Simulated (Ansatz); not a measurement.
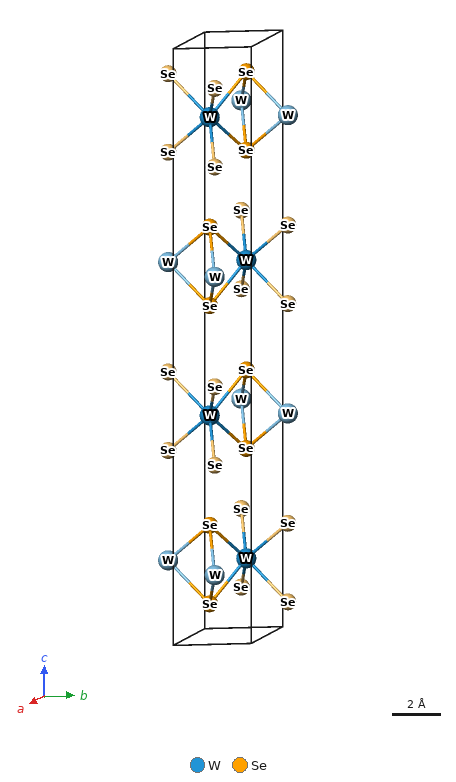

Fig. 1: The starting structure (ball-and-stick view of the cell of the calculation, seen slightly off an axis; neighbours outside the cell are drawn fainter). An atom can appear more than once, as a periodic image. Near neighbours in the periodic cell (some may lie outside the picture): W has 6 Se at 2.53 Å; Se has 3 W at 2.53 Å.

**Geometry relaxation, with input and output: WSe$_{2}$ (part 1 of 2)**

System: WSe$_{2}$ (12 atoms in the cell).
Method: DFT PBE+D3(BJ), scalar-relativistic, plane waves, PAW, no spin polarisation (Ansatz 0.2.0).

The structure derives from a Materials Project entry.

**Output**
```
Warning: at least one further symmetry operation maps every atom of the structure, as the run holds it, onto an atom to within 1.90e-5 (fractional), and is not used: to satisfy it, and what else the atoms miss by up to 2.00e-5, twice crystal.symmetry.tolerance (1.0e-5), an atom would have to move by the tolerance or more, and atoms are only ever moved by less. The run uses 12 unitary operations. The run imposes no operation that its atoms and lattice do not hold. Figures that only the operations left out would make equal are not made equal, and some can differ by far more than the structure misses those operations by: interpolated phonon frequencies and what the tetrahedron methods give by atom among them (crystal.symmetry.tolerance lists what is known). If the more symmetric structure is meant (of a frozen-density pass: in the run whose state it reads), write the positions to more decimals or symmetrise them, or raise the tolerance above 1.22e-5 and check the number of symmetry operations that the run reports. If the atoms are displaced on purpose, the operation is rightly left out
Engine: ansatz 0.2.0, x86_64-unknown-linux-gnu
Pseudopotentials: kind: paw
Pseudopotential: W, paw, valence charge 14, recommended cutoff 420 eV (normal), W.paw.azcp
Pseudopotential: Se, paw, valence charge 16, recommended cutoff 420 eV (normal), Se.paw.azcp
Functional definition: PBE
  parameter kappa = 0.804
  parameter beta = 0.06672455060314922
  exchange = pbe_x(kappa = kappa, mu = beta*pi^2/3)
  correlation = pbe_c(beta = beta)
Crystal: 12 atoms, lattice volume = 238.255 Å³
Basis set: ecut = 420 eV, 4741 PW (Γ), exchange–correlation on 48×48×360 points (8 copies of the dense FFT grid, shifted against one another)
Bands: 111, of which v1, the nominal top of the filled ones, is band 92 counted from 1 (91 counted from 0)
Symmetry: 12 space group operations
Space group: P-3m1 (ITA 164), of the structure as read, at distance tolerance 6.2e-5 Å
k-points: 19 of 144
Non-local potential: W, projectors of the file, l = 0: 3, l = 1: 2, l = 2: 2, l = 3: 1
Non-local potential: Se, projectors of the file, l = 0: 2, l = 1: 2, l = 2: 3, l = 3: 1
PAW form: soft (Blöchl's): semilocal exchange-correlation on the pseudo side does not see the compensation charge
PAW one-centre angular grid: W, 590 points (default); XC on 64 Gauss nodes
PAW one-centre angular grid: Se, 590 points (default); XC on 64 Gauss nodes
Initial density: superposition of atomic densities (neutral atoms: chi_scale 0, normalization atom), corrected by the library's trained network
Initial wavefunctions: pseudopotential atomic-orbital guess
Functional: x = pbe(κ = 0.804, μ = 0.2195149727645171), c = pbe(β = 0.06672455060314922)
SCF iter   1: F=—  HF=-85303.997880 eV  |F-HF|=—  |Δ(HF+E_count)|=         —  Δρ=4.41e-3  dr2=1.54e-2  ethr=1.77e-3  ⟨swp⟩=6.0  Hψ=7529  notcnv=0  defer=31
preconditioner: auto → Resta (q_TF=auto, 2.613 Å⁻¹)  ε∞=6.3  [insulator: Δε(μ)=0.895 eV  Ē_g=8.863 eV  σ=0.020 eV  W_gap=1.00  n_scr=86 (ndim 8)  ℏωp=20.4 eV  f_vac=0.036  D(μ)=0.00/eV (n_scr^D=0)  ε∞_Penn≈6.3]
SCF iter   2: F=—  HF=-85304.014607 eV  |F-HF|=—  |Δ(HF+E_count)|=   1.67e-2  Δρ=2.56e-3  dr2=3.85e-3  ethr=8.35e-6  ⟨swp⟩=2.0  Hψ=3540  notcnv=0  defer=199
SCF iter   3: F=—  HF=-85304.022704 eV  |F-HF|=—  |Δ(HF+E_count)|=   8.10e-3  Δρ=7.41e-4  dr2=1.63e-3  ethr=2.09e-6  ⟨swp⟩=2.0  Hψ=2795  notcnv=0  defer=199
SCF iter   4: F=—  HF=-85304.022999 eV  |F-HF|=—  |Δ(HF+E_count)|=   2.95e-4  Δρ=7.75e-5  dr2=7.46e-6  ethr=8.86e-7  ⟨swp⟩=2.1  Hψ=2549  notcnv=0  defer=199
SCF iter   5: F=—  HF=-85304.022904 eV  |F-HF|=—  |Δ(HF+E_count)|=   9.50e-5  Δρ=3.06e-5  dr2=1.62e-6  ethr=4.05e-9  ⟨swp⟩=2.0  Hψ=3586  notcnv=0  defer=199
SCF iter   6: F=—  HF=-85304.022907 eV  |F-HF|=—  |Δ(HF+E_count)|=   2.65e-6  Δρ=7.77e-6  dr2=1.71e-7  ethr=8.80e-10  ⟨swp⟩=2.0  Hψ=3582  notcnv=0  defer=199
SCF iter   7: F=-85304.022907 eV  HF=-85304.022907 eV  |F-HF|=3.89e-8  |Δ(HF+E_count)|=   1.60e-7  Δρ=3.22e-6  dr2=2.59e-8  ethr=5.43e-11  ⟨swp⟩=9.1  Hψ=8946  notcnv=0
SCF 1 converged in 7 iterations: F = -85304.022907 eV  dr2 = 2.59e-8
  greatest PAW one-centre occupation: 1.000 electrons in one spin orbital (limit 2), on the Se atom at site 10 (counted from 0), in its partial waves of l = 2
relax step   1: F+E_penalty+E_count = -85304.02290680 eV  Δ(F+E_penalty+E_count) = +0.000e0 eV  max|allowed force component| = 1.138e-3 eV/Å  Δτ_max = 0.0000 Å  P = -0.009 GPa  Ω = 238.255 Å³  (7 SCF iters, dr2 threshold 1.00e-7 eV, accepted)
Initial density: handed on by an earlier stage of this run
Initial wavefunctions: pseudopotential atomic-orbital guess (no wavefunctions were taken with the density)
iter 1 solved again at ethr=3.17e-8 eV; its pass at ethr=3.10e-3 eV (dr2=5.83e-5 eV) is discarded
SCF iter   1: F=—  HF=-85304.023023 eV  |F-HF|=—  |Δ(HF+E_count)|=         —  Δρ=3.24e-6  dr2=2.84e-8  ethr=3.17e-8  ⟨swp⟩=4.0  Hψ=13637  notcnv=0
preconditioner: auto → Resta (q_TF=auto, 2.613 Å⁻¹)  ε∞=6.3  [insulator: Δε(μ)=0.897 eV  Ē_g=8.860 eV  σ=0.020 eV  W_gap=1.00  n_scr=86 (ndim 8)  ℏωp=20.4 eV  f_vac=0.029  D(μ)=0.00/eV (n_scr^D=0)  ε∞_Penn≈6.3]
SCF iter   2: F=—  HF=-85304.022907 eV  |F-HF|=—  |Δ(HF+E_count)|=   1.17e-4  Δρ=2.21e-6  dr2=1.34e-8  ethr=1.54e-11  ⟨swp⟩=2.9  Hψ=4178  notcnv=0
SCF iter   3: F=—  HF=-85304.022907 eV  |F-HF|=—  |Δ(HF+E_count)|=   2.26e-8  Δρ=9.36e-7  dr2=3.53e-9  ethr=7.26e-12  ⟨swp⟩=2.0  Hψ=2747  notcnv=0
SCF iter   4: F=—  HF=-85304.022907 eV  |F-HF|=—  |Δ(HF+E_count)|=   2.47e-9  Δρ=3.31e-7  dr2=7.43e-10  ethr=1.92e-12  ⟨swp⟩=2.2  Hψ=3679  notcnv=0
SCF iter   5: F=—  HF=-85304.022907 eV  |F-HF|=—  |Δ(HF+E_count)|=  1.60e-10  Δρ=2.31e-7  dr2=1.93e-10  ethr=1.00e-12  ⟨swp⟩=1.5  Hψ=2152  notcnv=0
SCF iter   6: F=-85304.022907 eV  HF=-85304.022907 eV  |F-HF|=1.46e-11  |Δ(HF+E_count)|=  7.28e-11  Δρ=4.79e-8  dr2=6.92e-12  ethr=1.00e-12  ⟨swp⟩=4.0  Hψ=6378  notcnv=0
SCF 2 converged in 6 iterations: F = -85304.022907 eV  dr2 = 6.92e-12
relax step   2: F+E_penalty+E_count = -85304.02290681 eV  Δ(F+E_penalty+E_count) = -8.164e-9 eV  max|allowed force component| = 1.131e-3 eV/Å  Δτ_max = 0.0000 Å  P = -0.009 GPa  Ω = 238.255 Å³  stress off target by 1.79e-2 GPa  SCF on the basis re-selected at this cell (its energy is not comparable with the rows above)  (6 SCF iters)
```

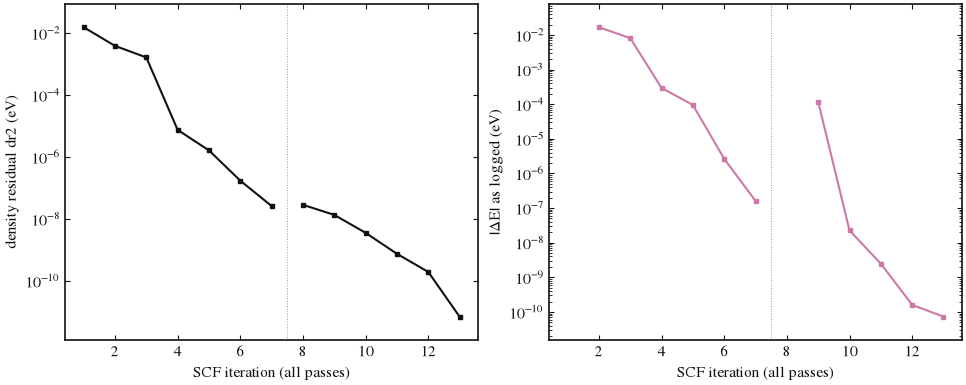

Fig. 2: Convergence of the self-consistent field: density residual dr2 and size of the energy change against the SCF iteration. The dotted lines part the SCF passes of the relaxation: geometry steps, rejected trials and re-solves on a re-selected basis. The passes take 7 and 6 iterations.

```
basis re-selected at this cell: Δ(F+E_penalty+E_count) = -8.164e-9 eV, ΔP = +0.000 GPa vs the last step (what re-selecting the basis moved, of the pressure what is left beyond the Pulay correction that the steps carried, after the strain that the cell walked since its last selection, with what the two solves' SCF thresholds leave and, on support functions, any second-order correction that the steps lacked; it is no measure of the basis error at this ecutwfc). This SCF's stress stands 1.79e-2 GPa from its target on what of the cell is left free (relax.cell.stress_tol is 5.00e-2 GPa) and its largest allowed force component is 1.13e-3 eV/Å (relax.f_tol is 5.00e-3 eV/Å): within both
SCF converged after 6 iterations
Free energy (F): -85304.022907 eV
Harris-Foulkes:  -85304.022907 eV  (|F-HF|=1.46e-11)
Internal energy: -85304.022907 eV  (E = F + TS)
E sigma→0 (E₀):  -85304.022907 eV
Fermi energy:    13.788685 eV
--- Per-component energies (eV) ---
  E_band       = -3299.352701
  E_kinetic    = 2759.799555
  E_local      = -22169.720952  (includes V_loc(G=0)·N_el)
  E_nonlocal   = -4759.368172
  E_hartree    = 10685.084703
  E_xc         = -1907.011960
  E_vxc        = -1748.400471  (∫ρ·V_xc dr)
  E_paw        = -49542.237431  (= ΣΔE_a)
  E_vpaw       = 1248.172926  (= ΣTr[D̂ρ^β])
  E_aug_tail   = -0.005016  (compensation charges beyond the density's cutoff)
  E_ewald      = -20364.858761
  E_disp       = -5.704871  (pairwise vdW)
  E_smearing   = -0.000000  (= −TS)
  E_closure    = 0.000000  (closes the sum)
  Σ components = -85304.022907   (vs F -85304.022907, Δ=0.00e0)
--- Forces (eV/Å), atoms counted from 1 ---
  atom   1  W     -0.00000000    -0.00000000     0.00004158
  atom   2  W      0.00000000    -0.00000000    -0.00000006
  atom   3  W     -0.00000000     0.00000000     0.00000006
  atom   4  W     -0.00000000     0.00000000    -0.00004158
  atom   5  Se     0.00000000     0.00000000     0.00113055
  atom   6  Se     0.00000000     0.00000000     0.00079497
  atom   7  Se     0.00000000    -0.00000000     0.00092182
  atom   8  Se    -0.00000000    -0.00000000     0.00070652
  atom   9  Se     0.00000000     0.00000000    -0.00070652
  atom  10  Se     0.00000000     0.00000000    -0.00092182
  atom  11  Se     0.00000000    -0.00000000    -0.00079497
  atom  12  Se     0.00000000    -0.00000000    -0.00113055
  max |Σ_I F_I| component: 4.63e-18 eV/Å
--- Stress (GPa, compression-positive) ---
       -0.005077       0.000000      -0.000000
        0.000000      -0.005077      -0.000000
       -0.000000      -0.000000      -0.017929
  P = ⅓ Tr σ = -0.0094 GPa (-0.094 kbar)
--- Band table (eV; the first three rows and the last of 19) ---
  k-point 0: bands = ["-60.9180", "-60.9180", "-60.9180", "-60.9180", "-34.5305", "-34.5305", "-34.5304", "-34.5304", "-34.5304", "-34.5304", "-34.5304", "-34.5304", "-34.5299", "-34.5299", "-34.5299", "-34.5299", "-34.5298", "-34.5298", "-34.5298", "-34.5298", "-34.5034", "-34.5034", "-34.5032", "-34.5032", "-34.5032", "-34.5032", "-34.5029", "-34.5029", "-34.5023", "-34.5023", "-34.5020", "-34.5020", "-34.5020", "-34.5020", "-34.5018", "-34.5018", "-34.4923", "-34.4921", "-34.4921", "-34.4919", "-34.4903", "-34.4901", "-34.4901", "-34.4899", "-25.2111", "-25.2111", "-25.2110", "-25.2110", "-25.0690", "-25.0690", "-25.0690", "-25.0690", "-25.0690", "-25.0690", "-25.0690", "-25.0690", "-2.0092", "-1.8803", "-1.8802", "-1.6927", "-0.8789", "-0.5941", "-0.5940", "-0.3602", "6.0789", "6.5954", "6.5956", "7.3475", "9.5506", "10.6806", "10.6808", "10.7074", "10.7074", "10.7182", "10.7182", "10.7182", "10.7182", "10.7296", "10.7296", "11.8170", "11.8170", "11.8522", "11.8522", "11.8522", "11.8522", "11.8874", "11.8874", "12.1465", "12.3775", "13.1355", "13.1357", "13.3406", "15.9742", "15.9742", "15.9742", "15.9742", "15.9748", "15.9748", "16.0234", "16.0234", "16.0396", "16.0396", "16.1851", "16.1851", "16.1851", "16.1851", "16.2823", "16.2823", "17.9050", "18.2776", "18.2776"]
```
